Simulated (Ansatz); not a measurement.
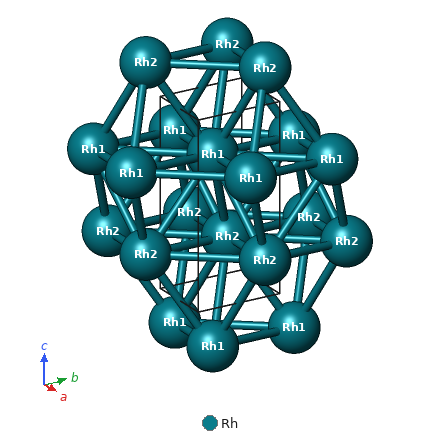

The system is Rh (P6_3/mmc, No. 194; 2 atoms in the cell); the picture shows the reference structure. The energy is mapped over the lattice constants a and c of the conventional cell. The first coordinate is: lattice constant a (and b); the second: lattice constant c. Nothing is relaxed (symmetry fixes all fractional coordinates). The grid has 11 × 11 points. Points are written as (first, second). Energies are in meV/atom, from the lowest grid point. Theory: Ansatz, DFT PBE, scalar-relativistic, plane waves, PAW. Settings: cutoff 420 eV, k-mesh 18×18×10 in the order of the run's cell vectors, gaussian smearing 0.15 eV, no spin polarisation.

Its coordinates:

```xyz
2
Lattice="2.7249 0.0000 0.0000 -1.3624 2.3598 0.0000 0.0000 0.0000 4.3851" Properties=species:S:1:pos:R:3 pbc="T T T"
Rh    1.3624    0.7866    3.2888
Rh    0.0000    1.5732    1.0963
```

Range: lattice constant a (and b) from 2.589 to 2.861 Å; lattice constant c from 4.034 to 4.736 Å.

> Predict the map.

The lowest grid point is at (2.725 Å, 4.385 Å). No other kind of well shows on this grid. The highest grid point, (2.589 Å, 4.034 Å), lies 492 meV/atom above the lowest. Round the minimum the valley is somewhat tilted: raising lattice constant a (and b) shifts the best value of lattice constant c downwards (coupling k₁₂/√(k₁₁k₂₂) about 0.5).

```tsv
lattice constant c ↓, lattice constant a (and b) →	2.589	2.616	2.643	2.670	2.698	2.725	2.752	2.779	2.807	2.834	2.861
4.736	140	104	83	75	79	94	118	150	189	235	286
4.666	126	86	61	50	51	63	84	113	149	192	240
4.596	119	75	46	32	29	37	54	80	113	153	199
4.525	121	72	39	20	13	17	31	53	83	119	162
4.455	133	79	41	17	5	4	14	32	58	91	131
4.385	156	96	52	22	5	0	5	19	41	70	106
4.315	191	124	74	39	16	6	5	15	33	58	89
4.245	240	166	109	67	39	23	17	21	34	54	81
4.175	305	223	159	110	75	53	41	39	46	60	82
4.104	388	298	226	170	127	97	79	70	70	78	94
4.034	492	393	312	247	196	158	131	115	108	110	119
```

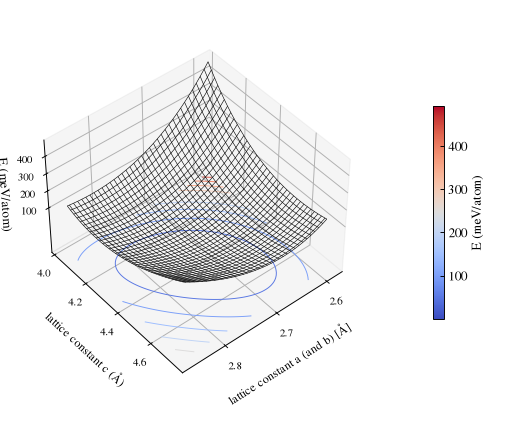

In the figure: a relief with its contours projected below. Between grid points the surface is interpolated.

Each point was launched as `ansatz run input.yaml --threads 1 --pin off --max-ram 2048MiB --backend cpu --events-out ev --progress --plain --runs-dir out`. Time for the 121 points that were run: 4.4 min on 1 thread of AMD EPYC 9R45 96-Core Processor (Zen 5) (shared host).

PAW datasets: the set soft_1.
